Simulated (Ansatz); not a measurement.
**Mo: geometry relaxation**

Mo (slab, 5 atoms in the cell), computed with DFT, LDA, all-electron LAPW, scalar-relativistic, no spin polarisation (Ansatz 0.2.0).

It belongs to a series of runs on one base structure; here: atoms relaxed, LAPW.

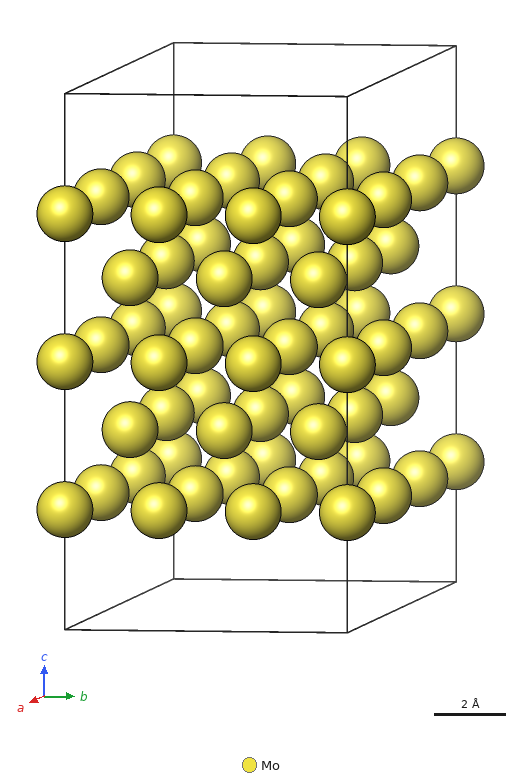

Fig. 1: The input geometry (spheres-only view of the 3 × 3 repeat of the cell, with the vacuum cut short, seen slightly off an axis). An atom can appear more than once, as a periodic image.

Results in brief

```json
{"quantity": "outcome", "value": "converged"}
{"quantity": "electrons in bands (core shells apart)", "value": "150"}
{"quantity": "free energy", "value": "−550321.3646 eV"}
{"quantity": "Fermi energy", "value": "8.147 eV"}
{"quantity": "final volume", "value": "169.73 Å³"}
{"quantity": "largest force (length of the vector) at the end", "value": "0.006 eV/Å"}
{"quantity": "hardware", "value": "2 threads of Arm Neoverse V1, 24 GiB of memory available, shared host"}
{"quantity": "wall time", "value": "5.9 min (CPU time 12 min)"}
{"quantity": "peak memory", "value": "1.2 GiB"}
```

Input
```yaml
crystal:
  lattice:
    - [2.6943125793, 0.0, 0.0]
    - [-0.8981041931, 2.5402222606, 0.0]
    - [0.0, 0.0, 24.7996]
  atoms:
    - { symbol: Mo, position: [0.0, 0.0, 0.3262445383] }
    - { symbol: Mo, position: [0.5, 0.5, 0.4108297544] }
    - { symbol: Mo, position: [0.0, 0.0, 0.499999998] }
    - { symbol: Mo, position: [0.5, 0.5, 0.5891702487] }
    - { symbol: Mo, position: [0.0, 0.0, 0.6737554606] }
kpoints:
  mp_grid: { grid: [13, 13, 1] }
scf:
  occupations: { method: fermi_dirac, width: 0.05 }
hamiltonian:
  xc: lda
  pseudopotentials: { kind: all_electron, lapw: { basis_error: 0.001 } }
output:
  forces: true
  stress: true
  eigenvalues: true
relax:
  f_tol: 0.01
  max_steps: 12
efield:
  axis: 3
  amplitude: 0
  dipole_correction: true
```

Command:
```bash
ansatz run input.yaml --threads 2 --pin off --max-ram 4096MiB --backend cpu --events-out ev --progress --plain --runs-dir out
```

The program's output
```
The last accepted step is kept in [file] (removed where the run ends without a failure and the disk answers)
LAPW: plane waves up to 8.759 Å⁻¹, error target 1.0e-3 eV per atom; small_component_spin mean_spin; Mo in spheres of 1.267 Å, 30 of its electrons in bands, Dirac shells [] (how accurate: hamiltonian.pseudopotentials.lapw.basis_error, Limitations)
Engine: ansatz 0.2.0, aarch64-unknown-linux-gnu
Pseudopotentials: kind: all_electron
Pseudopotential: Mo, LAPW, valence charge 30, lapw/all_electron/scalar/gaussian/Mo, Koelling and Harmon's equation, gaussian nucleus
Functional definition: SPW92
  exchange = slater_x
  correlation = pw_c
Crystal: 5 atoms, lattice volume = 169.732 Å³
Basis set: ecut = 292.30244845197905 eV, 1959 PW (Γ), exchange–correlation at level 2
Bands: 90, of which v1, the nominal top of the filled ones, is band 75 counted from 1 (74 counted from 0)
Symmetry: 4 space group operations
k-points: 49 of 169
Non-local potential: Mo, projectors of the file, none
Initial density: superposition of atomic densities (neutral atoms: chi_scale 0, normalization atom)
Initial wavefunctions: plane waves of lowest kinetic energy (no species holds an atomic orbital)
Functional: x = slater, c = lda
iter 1 solved again at ethr=1.32e-2 eV; its pass at ethr=1.00e-1 eV (dr2=1.97e1 eV) is discarded
SCF iter   1: F=—  HF=-550325.308821 eV  |F-HF|=—  |Δ(HF+E_count)|=         —  Δρ=4.82e-2  dr2=1.98e1  ethr=1.32e-2  p=-0.000 e·Å  D=-2.75e-14 V/Å  ΔV_dip=0.00 eV  dr2_dipole=7.83e-13  V_vac-E_F(+/−)=6.58/6.58 eV  ⟨swp⟩=2.0  Hψ=27961  notcnv=0
efield: sawtooth ramp at fractional position 0.9500 (placed from the atoms, in the widest stretch of the axis that holds none; the zero of the levels goes with the place), width 0.1000; the density the first Hamiltonian is built on has a dipole p = -0.000 e·Å; the dipole correction subtracts the counter field D = -6.40e-13 V/Å, which shifts the + side's vacuum level by +0.00 eV against the − side's; the planar-averaged density in the ramp window peaks in size at 3.8e-6 e/Å³
preconditioner: auto → LDOS  [metal: Δε(μ)=0.011 eV  Ē_g=6.212 eV  σ=0.050 eV  W_gap=0.05  n_scr=48 (ndim 8)  ℏωp=15.6 eV  f_vac=0.522  D(μ)=4.96/eV (n_scr^D=18)  β→1.0]
SCF iter   2: F=—  HF=-550321.921499 eV  |F-HF|=—  |Δ(HF+E_count)|=    3.39e0  Δρ=1.98e-2  dr2=2.62e0  ethr=1.32e-2  p=-0.000 e·Å  D=-6.43e-8 V/Å  ΔV_dip=0.00 eV  dr2_dipole=5.31e-14  V_vac-E_F(+/−)=4.65/4.65 eV  ⟨swp⟩=3.0  Hψ=12275  notcnv=0
iter 3 solved again at ethr=1.29e-4 eV; its pass at ethr=1.75e-3 eV (dr2=1.94e-1 eV) is discarded
SCF iter   3: F=—  HF=-550321.441958 eV  |F-HF|=—  |Δ(HF+E_count)|=   4.80e-1  Δρ=6.42e-3  dr2=1.94e-1  ethr=1.29e-4  p=0.000 e·Å  D=5.82e-8 V/Å  ΔV_dip=-0.00 eV  dr2_dipole=9.43e-13  V_vac-E_F(+/−)=5.02/5.02 eV  ⟨swp⟩=2.0  Hψ=23729  notcnv=0
SCF iter   4: F=—  HF=-550321.366838 eV  |F-HF|=—  |Δ(HF+E_count)|=         —  Δρ=1.84e-3  dr2=6.83e-3  ethr=1.29e-4  p=-0.000 e·Å  D=-1.25e-8 V/Å  ΔV_dip=0.00 eV  dr2_dipole=3.12e-13  V_vac-E_F(+/−)=4.86/4.86 eV  ⟨swp⟩=3.0  Hψ=14438  notcnv=0
the basis was enlarged: its passes take 1.5 MiB over the memory plan, 2 of 2 planned eigensolver slots
SCF iter   5: F=—  HF=-550321.364936 eV  |F-HF|=—  |Δ(HF+E_count)|=   1.90e-3  Δρ=4.50e-4  dr2=7.28e-4  ethr=4.55e-6  p=-0.000 e·Å  D=-8.53e-9 V/Å  ΔV_dip=0.00 eV  dr2_dipole=1.04e-13  V_vac-E_F(+/−)=4.84/4.84 eV  ⟨swp⟩=3.0  Hψ=13872  notcnv=0
SCF iter   6: F=—  HF=-550321.364622 eV  |F-HF|=—  |Δ(HF+E_count)|=   3.15e-4  Δρ=1.04e-4  dr2=2.93e-5  ethr=4.85e-7  p=-0.000 e·Å  D=-3.71e-10 V/Å  ΔV_dip=0.00 eV  dr2_dipole=1.05e-15  V_vac-E_F(+/−)=4.83/4.83 eV  ⟨swp⟩=3.0  Hψ=13282  notcnv=0
SCF iter   7: F=—  HF=-550321.364622 eV  |F-HF|=—  |Δ(HF+E_count)|=   7.75e-7  Δρ=4.03e-5  dr2=5.03e-6  ethr=1.95e-8  p=0.000 e·Å  D=2.99e-9 V/Å  ΔV_dip=-0.00 eV  dr2_dipole=4.59e-16  V_vac-E_F(+/−)=4.82/4.82 eV  ⟨swp⟩=2.0  Hψ=13195  notcnv=0
SCF iter   8: F=-550321.364622 eV  HF=-550321.364623 eV  |F-HF|=9.94e-7  |Δ(HF+E_count)|=   5.50e-7  Δρ=9.97e-6  dr2=1.09e-6  ethr=3.35e-9  p=0.000 e·Å  D=5.67e-9 V/Å  ΔV_dip=-0.00 eV  dr2_dipole=2.19e-16  V_vac-E_F(+/−)=4.82/4.82 eV  ⟨swp⟩=3.0  Hψ=13877  notcnv=0
SCF 1 converged in 8 iterations: F = -550321.364622 eV  dr2 = 1.09e-6
relax step   1: F+E_penalty+E_count = -550321.36462199 eV  Δ(F+E_penalty+E_count) = +0.000e0 eV  max|allowed force component| = 6.173e-3 eV/Å  Δτ_max = 0.0000 Å  (8 SCF iters, dr2 threshold 2.50e-6 eV, accepted)
Initial density: handed on by an earlier stage of this run
Initial wavefunctions: those handed on with the density
iter 1 solved again at ethr=7.26e-10 eV; its pass at ethr=1.00e-1 eV (dr2=1.09e-6 eV) is discarded
SCF iter   1: F=—  HF=-550321.364623 eV  |F-HF|=—  |Δ(HF+E_count)|=         —  Δρ=9.85e-6  dr2=1.09e-6  ethr=7.26e-10  p=0.000 e·Å  D=5.67e-9 V/Å  ΔV_dip=-0.00 eV  dr2_dipole=2.16e-16  V_vac-E_F(+/−)=4.82/4.82 eV  ⟨swp⟩=2.0  Hψ=18486  notcnv=0
efield: sawtooth ramp at fractional position 0.9500 (handed on by an earlier solve), width 0.1000; the density the first Hamiltonian is built on has a dipole p = 0.000 e·Å; the dipole correction subtracts the counter field D = 5.65e-9 V/Å, which shifts the + side's vacuum level by -0.00 eV against the − side's; the planar-averaged density in the ramp window peaks in size at 1.2e-6 e/Å³
preconditioner: auto → LDOS  [metal: Δε(μ)=0.008 eV  Ē_g=5.628 eV  σ=0.050 eV  W_gap=0.04  n_scr=48 (ndim 8)  ℏωp=15.6 eV  f_vac=0.521  D(μ)=4.18/eV (n_scr^D=16)  β→1.0]
SCF iter   2: F=—  HF=-550321.364623 eV  |F-HF|=—  |Δ(HF+E_count)|=   7.86e-8  Δρ=6.09e-6  dr2=2.51e-7  ethr=7.26e-10  p=0.000 e·Å  D=5.98e-9 V/Å  ΔV_dip=-0.00 eV  dr2_dipole=4.96e-17  V_vac-E_F(+/−)=4.82/4.82 eV  ⟨swp⟩=3.0  Hψ=13683  notcnv=0
SCF iter   3: F=-550321.364623 eV  HF=-550321.364623 eV  |F-HF|=2.99e-8  |Δ(HF+E_count)|=   6.87e-8  Δρ=2.17e-6  dr2=4.93e-8  ethr=1.67e-10  p=0.000 e·Å  D=6.29e-9 V/Å  ΔV_dip=-0.00 eV  dr2_dipole=1.80e-18  V_vac-E_F(+/−)=4.82/4.82 eV  ⟨swp⟩=2.8  Hψ=13263  notcnv=0
SCF 2 converged in 3 iterations: F = -550321.364623 eV  dr2 = 4.93e-8
relax step   2: F+E_penalty+E_count = -550321.36462280 eV  Δ(F+E_penalty+E_count) = -8.106e-7 eV  max|allowed force component| = 5.741e-3 eV/Å  Δτ_max = 0.0000 Å  (3 SCF iters, accepted)
```

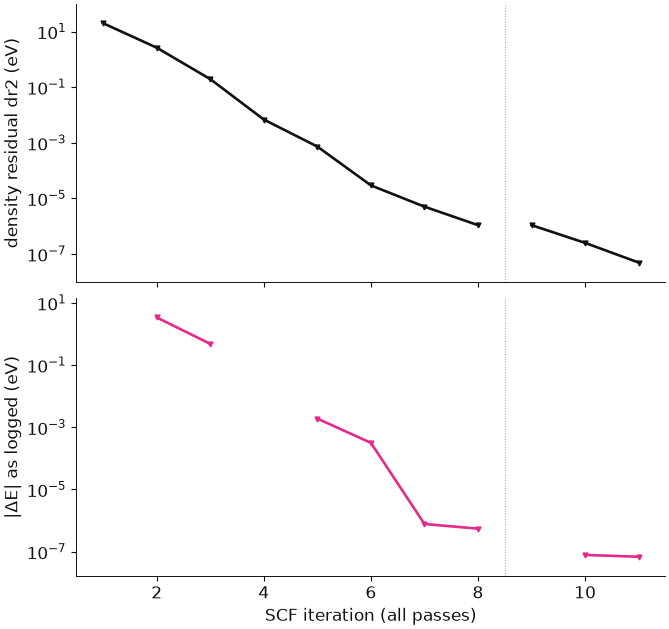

Fig. 2: Convergence of the self-consistent field: density residual dr2 and size of the energy change against the SCF iteration. The dotted lines part the SCF passes of the relaxation: geometry steps, rejected trials and re-solves on a re-selected basis. The passes take 8 and 3 iterations.

```
SCF converged after 3 iterations
Free energy (F): -550321.364623 eV
Harris-Foulkes:  -550321.364623 eV  (|F-HF|=2.99e-8)
Internal energy: -550321.329900 eV  (E = F + TS)
E sigma→0 (E₀):  -550321.347261 eV
Entropy (-TS):   -0.034723 eV (-6.945 meV/atom)
Fermi energy:    8.146634 eV
Dipole field:    D = 0.000000 V/Å  (p = 0.000000 e·Å, saw-weighted, corrected)
Work function:   Φ+ = 4.8151 eV   Φ− = 4.8151 eV
Levels:          The Fermi level and band energies are counted from a zero that moves with the ramp; work functions are not
--- Per-component energies (eV) ---
  E_band       = -22666.519965
  E_kinetic    = 570130.335136
  E_xc         = -16282.917736
  E_efield     = 0.000000  (sawtooth field / dipole correction)
  E_electrostatic = -1104168.747300  (all electrons and nuclei)
  E_smearing   = -0.034723  (= −TS)
  E_closure    = 0.000000  (closes the sum)
  E_atoms      = -550263.201634  (free atoms, spherical and without spin; not in F)
  Σ components = -550321.364623   (vs F -550321.364623, Δ=0.00e0)
  Basis errors (estimates in eV, not in F): energy 3.1e-4 per atom: plane waves 2.8e-4 (1.7e-4 summed), levels above the bands 9.4e-42, relativity 1.2e-8, radial functions 2.8e-5, core shells 1.4e-6; eigenvalues (radial functions only) 4.5e-7; not estimated: angular momenta, meshes, grids; target (lapw.basis_error) 1.0e-3; muffin-tin radii Mo 1.267 Å
--- Forces (eV/Å), atoms counted from 1 ---
  atom   1  Mo    -0.00000000     0.00000000    -0.00281199
  atom   2  Mo     0.00000000     0.00000000     0.00573912
  atom   3  Mo    -0.00000000     0.00000000     0.00000112
  atom   4  Mo     0.00000000     0.00000000    -0.00574094
  atom   5  Mo     0.00000000    -0.00000000     0.00281269
  max |Σ_I F_I| component: 4.68e-10 eV/Å
--- Stress (GPa, compression-positive) ---
       -2.606618       0.079402      -0.000000
        0.079402      -2.550473       0.000000
       -0.000000       0.000000       0.001160
  P = ⅓ Tr σ = -1.7186 GPa (-17.186 kbar)
--- Band table (eV; the first three rows and the last of 49) ---
  k-point 0: bands = ["-367.1195", "-367.1195", "-367.1190", "-367.1190", "-367.1133", "-367.1109", "-367.1109", "-367.1024", "-367.0925", "-366.9633", "-366.9633", "-366.9492", "-366.9492", "-366.9316", "-366.9316", "-209.7000", "-209.7000", "-209.6943", "-209.6943", "-209.6842", "-209.6835", "-209.6699", "-209.6699", "-209.6631", "-209.6631", "-209.6615", "-209.6615", "-209.6592", "-209.6489", "-209.6433", "-209.5294", "-209.5294", "-209.5181", "-209.5181", "-209.5059", "-209.5059", "-209.4921", "-209.4921", "-209.4815", "-209.4815", "-53.0401", "-52.9752", "-52.8330", "-52.6600", "-52.6521", "-27.7735", "-27.5087", "-26.9931", "-26.7538", "-26.6547", "-26.5104", "-26.4263", "-26.3271", "-26.3263", "-26.2905", "-26.2835", "-26.1778", "-26.1597", "-26.0673", "-26.0673", "1.0729", "1.9992", "2.6037", "2.9755", "3.0059", "4.5571", "4.8928", "5.6136", "6.3051", "6.4603", "6.5968", "6.7488", "6.7764", "6.8818", "7.2152", "7.7289", "8.6824", "9.2350", "9.4177", "9.4764", "9.6107", "9.6855", "9.7813", "9.8605", "9.9353", "10.0166", "10.1229", "10.3944", "10.5023", "11.4925"]
  k-point 1: bands = ["-367.1195", "-367.1195", "-367.1190", "-367.1190", "-367.1133", "-367.1109", "-367.1109", "-367.1024", "-367.0925", "-366.9633", "-366.9633", "-366.9492", "-366.9492", "-366.9316", "-366.9316", "-209.7000", "-209.7000", "-209.6943", "-209.6943", "-209.6842", "-209.6835", "-209.6699", "-209.6699", "-209.6631", "-209.6631", "-209.6615", "-209.6615", "-209.6592", "-209.6489", "-209.6433", "-209.5294", "-209.5294", "-209.5181", "-209.5181", "-209.5059", "-209.5059", "-209.4921", "-209.4921", "-209.4815", "-209.4815", "-53.0275", "-52.9642", "-52.8252", "-52.6533", "-52.6461", "-27.7491", "-27.5007", "-27.0290", "-26.7849", "-26.6495", "-26.5939", "-26.3797", "-26.3640", "-26.3634", "-26.3293", "-26.3173", "-26.2011", "-26.1866", "-26.0977", "-26.0970", "1.2712", "2.1878", "2.7937", "3.1729", "3.2010", "4.6154", "4.9347", "5.6374", "6.2148", "6.3172", "6.4917", "6.5774", "6.8496", "6.8826", "7.2267", "7.9607", "8.3202", "8.9260", "9.1381", "9.2297", "9.5346", "9.5471", "9.7290", "9.8935", "10.0288", "10.0516", "10.2911", "10.5631", "10.8526", "11.8056"]
  k-point 2: bands = ["-367.1195", "-367.1195", "-367.1190", "-367.1190", "-367.1133", "-367.1109", "-367.1109", "-367.1024", "-367.0925", "-366.9633", "-366.9633", "-366.9492", "-366.9492", "-366.9316", "-366.9316", "-209.7000", "-209.7000", "-209.6943", "-209.6943", "-209.6842", "-209.6836", "-209.6699", "-209.6699", "-209.6631", "-209.6631", "-209.6615", "-209.6615", "-209.6592", "-209.6489", "-209.6433", "-209.5294", "-209.5294", "-209.5181", "-209.5181", "-209.5059", "-209.5059", "-209.4921", "-209.4921", "-209.4815", "-209.4815", "-52.9918", "-52.9336", "-52.8042", "-52.6350", "-52.6295", "-27.6801", "-27.4864", "-27.1377", "-26.9023", "-26.7445", "-26.6623", "-26.4834", "-26.4714", "-26.4090", "-26.3946", "-26.3378", "-26.3086", "-26.2552", "-26.1295", "-26.1217", "1.8102", "2.6601", "3.2875", "3.6492", "3.6653", "4.7595", "5.0187", "5.6687", "5.8355", "6.0935", "6.2926", "6.3801", "6.4270", "7.2848", "7.5800", "7.6100", "8.0394", "8.6250", "9.0348", "9.0713", "9.2790", "9.4801", "9.7201", "9.8873", "10.0887", "10.3748", "10.7135", "10.7274", "11.0014", "12.4699"]
  k-point 48: bands = ["-367.1195", "-367.1195", "-367.1190", "-367.1190", "-367.1133", "-367.1109", "-367.1109", "-367.1024", "-367.0925", "-366.9633", "-366.9633", "-366.9492", "-366.9492", "-366.9316", "-366.9316", "-209.7000", "-209.7000", "-209.6943", "-209.6943", "-209.6842", "-209.6836", "-209.6699", "-209.6699", "-209.6631", "-209.6631", "-209.6615", "-209.6615", "-209.6592", "-209.6489", "-209.6433", "-209.5294", "-209.5294", "-209.5181", "-209.5181", "-209.5059", "-209.5059", "-209.4921", "-209.4921", "-209.4815", "-209.4815", "-52.7395", "-52.6937", "-52.5870", "-52.4210", "-52.4184", "-27.8310", "-27.7295", "-27.5187", "-27.3293", "-27.3190", "-27.2825", "-27.2778", "-27.2155", "-27.1157", "-26.9575", "-26.7471", "-26.6945", "-26.6680", "-26.4140", "-26.2795", "2.5124", "2.6380", "2.8153", "3.0109", "3.4464", "3.5703", "3.8229", "4.7975", "4.9330", "5.7359", "6.8206", "7.6159", "8.6539", "8.7902", "9.0895", "9.6682", "9.8984", "9.9753", "10.6449", "11.4457", "11.6595", "12.0884", "12.2970", "12.6425", "12.9698", "13.0253", "13.0283", "15.0400", "16.0088", "16.3552"]
--- Relaxed structure (2 steps of the walk, 2 accepted, 0 SCFs on fresh bases) ---
  F+E_penalty+E_count = -550321.36462280 eV   max|allowed force component| = 5.741e-3 eV/Å
  atoms:
    - { symbol: Mo, position: [0.0, 0.0, 0.3262445383] }
    - { symbol: Mo, position: [0.5, 0.5, 0.4108297544] }
    - { symbol: Mo, position: [0.0, 0.0, 0.499999998] }
    - { symbol: Mo, position: [0.5, 0.5, 0.5891702487] }
    - { symbol: Mo, position: [0.0, 0.0, 0.6737554605999999] }
```

Trajectory as extended XYZ (Å, eV, eV/Å), 2 frames, from step=1 to step=2
```
5
Lattice="2.6943 0.0000 0.0000 -0.8981 2.5402 0.0000 0.0000 0.0000 24.7996" Properties=species:S:1:pos:R:3:forces:R:3 step=1 energy=-550321.36462
Mo    0.0000    0.0000    8.0907    0.0000   0.0000  -0.0009
Mo    0.8981    1.2701   10.1884    0.0000   0.0000   0.0062
Mo    0.0000    0.0000   12.3998    0.0000   0.0000   0.0000
Mo    0.8981    1.2701   14.6112    0.0000   0.0000  -0.0062
Mo    0.0000    0.0000   16.7089    0.0000   0.0000   0.0009
5
Lattice="2.6943 0.0000 0.0000 -0.8981 2.5402 0.0000 0.0000 0.0000 24.7996" Properties=species:S:1:pos:R:3:forces:R:3 step=2 energy=-550321.36462
Mo    0.0000    0.0000    8.0907    0.0000   0.0000  -0.0028
Mo    0.8981    1.2701   10.1884    0.0000   0.0000   0.0057
Mo    0.0000    0.0000   12.3998    0.0000   0.0000   0.0000
Mo    0.8981    1.2701   14.6112    0.0000   0.0000  -0.0057
Mo    0.0000    0.0000   16.7089    0.0000   0.0000   0.0028
```
